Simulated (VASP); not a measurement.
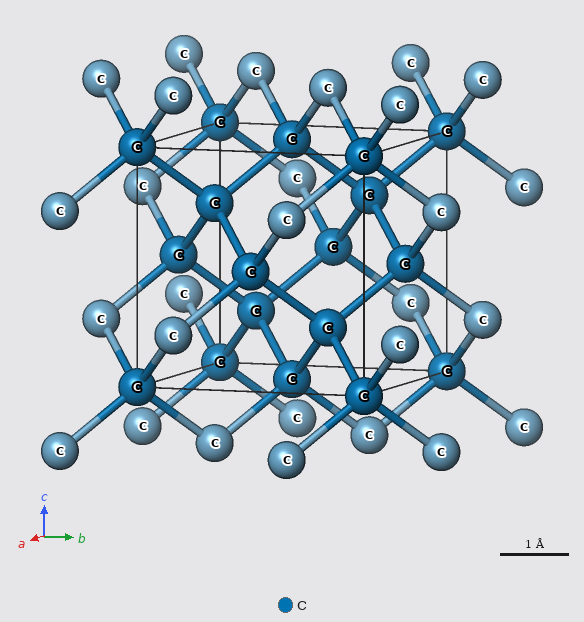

Figure 1. The structure (ball-and-stick view of the cell 4 times as large as that of the calculation, set on its symmetry axes, seen slightly off an axis; neighbours outside the cell are drawn fainter). An atom can appear more than once, as a periodic image. Near neighbours in the periodic cell (some may lie outside the picture): C has 4 C at 1.55 Å.

**Born-charge calculation of C (part 1 of 2)**

- system: C (Fd-3m, 2 atoms in the cell)
- method: Kohn-Sham DFT of a periodic cell, PBE, VASP PAW PBE potentials, recommended, no spin polarisation (VASP 6.6.1)

The structure derives from an entry of the Crystallography Open Database.

### OSZICAR
```
N       E                     dE             d eps       ncg     rms          rms(c)
DAV:   1     0.929171126576E+00    0.92917E+00   -0.49135E+03   784   0.971E+02
DAV:   2    -0.186857129940E+02   -0.19615E+02   -0.18627E+02  1184   0.111E+02
DAV:   3    -0.188136007399E+02   -0.12789E+00   -0.12789E+00   808   0.119E+01
DAV:   4    -0.188137704597E+02   -0.16972E-03   -0.16972E-03  1112   0.466E-01
DAV:   5    -0.188137705085E+02   -0.48782E-07   -0.48767E-07   808   0.490E-03    0.552E+00
DAV:   6    -0.183429061662E+02    0.47086E+00   -0.36090E-01   784   0.480E+00    0.331E+00
DAV:   7    -0.181844465373E+02    0.15846E+00   -0.39900E-01   888   0.515E+00    0.756E-01
DAV:   8    -0.181857187190E+02   -0.12722E-02   -0.18071E-03   784   0.489E-01    0.467E-02
DAV:   9    -0.181857362404E+02   -0.17521E-04   -0.13247E-04  1080   0.102E-01    0.272E-02
DAV:  10    -0.181857488515E+02   -0.12611E-04   -0.13704E-05   768   0.432E-02    0.620E-03
[... 74 further cycles ...]
RMM:   1    -0.119985528853E+00   -0.11999E+00   -0.16470E-02  6480   0.256E+00
RMM:   2    -0.111039027771E+00    0.89465E-02   -0.47746E-03  4191   0.508E-01    0.175E-01
RMM:   3    -0.111074934267E+00   -0.35906E-04   -0.52577E-04  4044   0.133E-01    0.974E-02
RMM:   4    -0.111836258226E+00   -0.76132E-03   -0.56671E-04  3877   0.138E-01    0.136E-02
RMM:   5    -0.111742143349E+00    0.94115E-04   -0.29745E-05  4364   0.209E-02    0.106E-03
RMM:   6    -0.111738510909E+00    0.36324E-05   -0.17973E-06  4291   0.156E-03    0.507E-04
RMM:   7    -0.111734725843E+00    0.37851E-05   -0.47490E-08  4441   0.713E-04    0.719E-05
RMM:   8    -0.111735061597E+00   -0.33575E-06   -0.87022E-08  4439   0.128E-04    0.194E-05
RMM:   9    -0.111734755430E+00    0.30617E-06    0.55248E-08  4499   0.362E-05    0.394E-06
RMM:  10    -0.111734758027E+00   -0.25969E-08   -0.33190E-09  4329   0.772E-06    0.425E-07
 Linear response finished
```

### Parts of OUTCAR
```
SYSTEM = C
   PREC = Accurate
   ENCUT = 520
   EDIFF = 1E-8
   ISMEAR = 0
   LREAL = .False.
   LASPH = .True.
   NELM = 80
   ISIF = 2
   GGA = PE
   LEPSILON = .True.
   IBRION = 8
   NSW = 1

 ion  position               nearest neighbor table
   1  0.000  0.000  0.000-   2 1.55   2 1.55   2 1.55   2 1.55
   2  0.250  0.250  0.250-   1 1.55   1 1.55   1 1.55   1 1.55

  LATTYP: Found a face centered cubic cell.
 ALAT       =     3.5734315754

  Lattice vectors:

 A1 = (   0.0000000000,   1.7867157877,   1.7867157877)
 A2 = (   1.7867157877,   0.0000000000,   1.7867157877)
 A3 = (   1.7867157877,   1.7867157877,   0.0000000000)

Analysis of symmetry for initial positions (statically):
=====================================================================
 Subroutine PRICEL returns:
 Original cell was already a primitive cell.

 Routine SETGRP: Setting up the symmetry group for a
 face centered cubic supercell.

 Subroutine GETGRP returns: Found 48 space group operations
 (whereof 24 operations were pure point group operations)
 out of a pool of 48 trial point group operations.

The static configuration has the point symmetry T_d .
 The point group associated with its full space group is O_h .

Analysis of symmetry for dynamics (positions and initial velocities):
=====================================================================
 Subroutine PRICEL returns:
 Original cell was already a primitive cell.

 Routine SETGRP: Setting up the symmetry group for a
 face centered cubic supercell.

 Subroutine GETGRP returns: Found 48 space group operations
 (whereof 24 operations were pure point group operations)
 out of a pool of 48 trial point group operations.

The dynamic configuration has the point symmetry T_d .
 The point group associated with its full space group is O_h .

 Subroutine INISYM returns: Found 48 space group operations
 (whereof 24 operations are pure point group operations),
 and found     1 'primitive' translations

----------------------------------------------------------------------------------------

                                     Primitive cell

  volume of cell :      11.4077

  direct lattice vectors                    reciprocal lattice vectors
     0.000000000  1.786715788  1.786715788    -0.279843053  0.279843053  0.279843053
     1.786715788  0.000000000  1.786715788     0.279843053 -0.279843053  0.279843053
     1.786715788  1.786715788  0.000000000     0.279843053  0.279843053 -0.279843053

  length of vectors
     2.526797699  2.526797699  2.526797699     0.484702385  0.484702385  0.484702385

  position of ions in fractional coordinates (direct lattice)
     0.000000000  0.000000000  0.000000000
     0.250000000  0.250000000  0.250000000

  ion indices of the primitive-cell ions
   primitive index   ion index
                 1           1
                 2           2

----------------------------------------------------------------------------------------

 KPOINTS: regular mesh

Automatic generation of k-mesh.
 Grid dimensions read from file:
 generate k-points for:   10   10   10

 Generating k-lattice:

  Cartesian coordinates                     Fractional coordinates (reciprocal lattice)
    -0.027984305  0.027984305  0.027984305     0.100000000  0.000000000  0.000000000
     0.027984305 -0.027984305  0.027984305     0.000000000  0.100000000  0.000000000
     0.027984305  0.027984305 -0.027984305     0.000000000  0.000000000  0.100000000

  Length of vectors
     0.048470239  0.048470239  0.048470239

  Shift w.r.t. Gamma in fractional coordinates (k-lattice)
     0.000000000  0.000000000  0.000000000

 Subroutine IBZKPT returns following result:
 ===========================================

 Found     47 irreducible k-points:

 Following reciprocal coordinates:
            Coordinates               Weight
  0.000000  0.000000  0.000000      1.000000
  0.100000  0.000000  0.000000      8.000000
  0.200000  0.000000  0.000000      8.000000
  0.300000  0.000000  0.000000      8.000000
  0.400000  0.000000  0.000000      8.000000
  0.500000  0.000000  0.000000      4.000000
  0.100000  0.100000  0.000000      6.000000
  0.200000  0.100000  0.000000     24.000000
  0.300000  0.100000  0.000000     24.000000
  0.400000  0.100000  0.000000     24.000000
  0.500000  0.100000  0.000000     24.000000
 -0.400000  0.100000  0.000000     24.000000
 -0.300000  0.100000  0.000000     24.000000
 -0.200000  0.100000  0.000000     24.000000
 -0.100000  0.100000  0.000000     12.000000
  0.200000  0.200000  0.000000      6.000000
  0.300000  0.200000  0.000000     24.000000
  0.400000  0.200000  0.000000     24.000000
  0.500000  0.200000  0.000000     24.000000
 -0.400000  0.200000  0.000000     24.000000
 -0.300000  0.200000  0.000000     24.000000
 -0.200000  0.200000  0.000000     12.000000
  0.300000  0.300000  0.000000      6.000000
  0.400000  0.300000  0.000000     24.000000
 [... further k-points ...]
   k-points           NKPTS =     47   k-points in BZ     NKDIM =     47   number of bands    NBANDS=      8
   number of dos      NEDOS =    301   number of ions     NIONS =      2
   total plane-waves  NPLWV =   8000
   dimension x,y,z NGX =    20 NGY =   20 NGZ =   20
   dimension x,y,z NGXF=    40 NGYF=   40 NGZF=   40
   ions per type =               2
   NGX,Y,Z   is equivalent  to a cutoff of  13.16, 13.16, 13.16 a.u.
   NGXF,Y,Z  is equivalent  to a cutoff of  26.32, 26.32, 26.32 a.u.
 SYSTEM =  C
   PREC   = accura    normal or accurate (medium, high low for compatibility)
   ISTART =      0    job   : 0-new  1-cont  2-samecut
   ICHARG =      2    charge: 1-file 2-atom 10-const
   ISPIN  =      1    spin polarized calculation?
   LNONCOLLINEAR =      F non collinear calculations
   LSORBIT =      F    spin-orbit coupling
   LASPH  =      T    aspherical Exc in radial PAW
   ENCUT  =  520.0 eV  38.22 Ry    6.18 a.u.   4.70  4.70  4.70*2*pi/ulx,y,z
   NELM   =     80;   NELMIN=  2; NELMDL= -5     # of ELM steps
   EDIFF  = 0.1E-07   stopping-criterion for ELM
   LREAL  =      F    real-space projection
   EDIFFG = 0.1E-06   stopping-criterion for IOM
   NSW    =      1    number of steps for IOM
   IBRION =      8    ionic relax: 0-MD 1-quasi-New 2-CG
   NFREE  =      0    steps in history (QN), initial steepest desc. (CG)
   ISIF   =      2    stress and relaxation
   ISYM   =      2    0-nonsym 1-usesym 2-fastsym
   POTIM  = 0.5000    time-step for ionic-motion
   TEBEG  =    0.0;   TEEND  =   0.0 temperature during run
   PSTRESS=    0.0 pullay stress
   NELECT =       8.0000    total number of electrons
   NUPDOWN=      -1.0000    fix difference up-down
   EMIN   =  10.00;   EMAX   =-10.00  energy-range for DOS
   EFERMI =   0.00;   METHOD = LEGACY
   ISMEAR =     0;   SIGMA  =   0.02  broadening in eV -4-tet -1-fermi 0-gaus
   EFERMI_NEDOS =   21; number of points for ismear=-14 and -15
   IALGO  =     38    algorithm
   IMIX   =      4    mixing-type and parameters
     AMIX     =   0.40;   BMIX     =  1.00
     AMIX_MAG =   1.60;   BMIX_MAG =  1.00
  volume/ion in A,a.u.               =       5.70        38.49
  Fermi-wavevector in a.u.,A,eV,Ry     =   1.454474  2.748558 28.783059  2.115495
  Thomas-Fermi vector in A             =   2.571621
   LORBIT       =      0    0 simple, 1 ext, 2 COOP (PROOUT), +10 PAW based schemes
   GGA     = PE    functional components
   LHFCALC =     F    Hartree Fock is set to
   AEXX    =    0.0000 exact exchange contribution
   IVDW    =     0    specifies the selected vdW correction
   LEPSILON=     T    determine dielectric tensor
   LRPA    =     F    only Hartree local field effects (RPA)
 non-spin polarized calculation
 Gauss-broadening in eV      SIGMA  =   0.02
  energy-cutoff  :      520.00
  volume of cell :       11.41
 maximum number of plane-waves:       331
   NGX =  9   NGY =  9   NGZ =  9

--------------------------------------- Ionic step        1  -------------------------------------------

 number of electron       7.9999999 magnetization

 E-fermi :   9.8282     XC(G=0): -13.2227     alpha+bet :-17.5712

 val. band max:        9.6487772208   @ k =   0.0000   0.0000   0.0000
 cond. band min:      13.8061571547   @ k =   0.4000   0.4000   0.0000
 fundamental gap:      4.1573799339
 Fermi energy:         9.8281592913

 k-point     1 :       0.0000    0.0000    0.0000
  band No.  band energies     occupation
      1     -11.7530      2.00000
      2       9.6488      2.00000
      3       9.6488      2.00000
      4       9.6488      2.00000
      5      15.2233      0.00000
      6      15.2233      0.00000
      7      15.2233      0.00000
      8      22.8522      0.00000

 k-point     2 :       0.1000    0.0000    0.0000
  band No.  band energies     occupation
      1     -11.4772      2.00000
      2       7.9807      2.00000
      3       9.2052      2.00000
      4       9.2052      2.00000
      5      15.8061      0.00000
      6      15.8061      0.00000
      7      16.1582      0.00000
      8      23.0954      0.00000

 k-point     3 :       0.2000    0.0000    0.0000
  band No.  band energies     occupation
      1     -10.6549      2.00000
      2       4.7883      2.00000
      3       8.3339      2.00000
      4       8.3339      2.00000
      5      16.9314      0.00000
      6      16.9314      0.00000
      7      17.3471      0.00000
      8      23.7712      0.00000

 k-point     4 :       0.3000    0.0000    0.0000
  band No.  band energies     occupation
      1      -9.3065      2.00000
      2       1.4033      2.00000
      3       7.5470      2.00000
      4       7.5470      2.00000
      5      17.7524      0.00000
      6      17.7524      0.00000
      7      18.0195      0.00000
      8      24.5989      0.00000

 k-point     5 :       0.4000    0.0000    0.0000
  band No.  band energies     occupation
      1      -7.5051      2.00000
      2      -1.7139      2.00000
      3       7.0375      2.00000
      4       7.0375      2.00000
      5      18.0450      0.00000
      6      18.0450      0.00000
      7      18.3300      0.00000
      8      25.1485      0.00000

 [... the levels of 18 k-points are left out ...]

 k-point    24 :       0.4000    0.3000    0.0000
  band No.  band energies     occupation
      1      -7.1807      2.00000
      2       1.6146      2.00000
      3       3.6985      2.00000
      4       4.3216      2.00000
      5      14.4256      0.00000
      6      17.6451      0.00000
      7      23.6659      0.00000
      8      23.7171      0.00000

 [... further k-points ...]
```
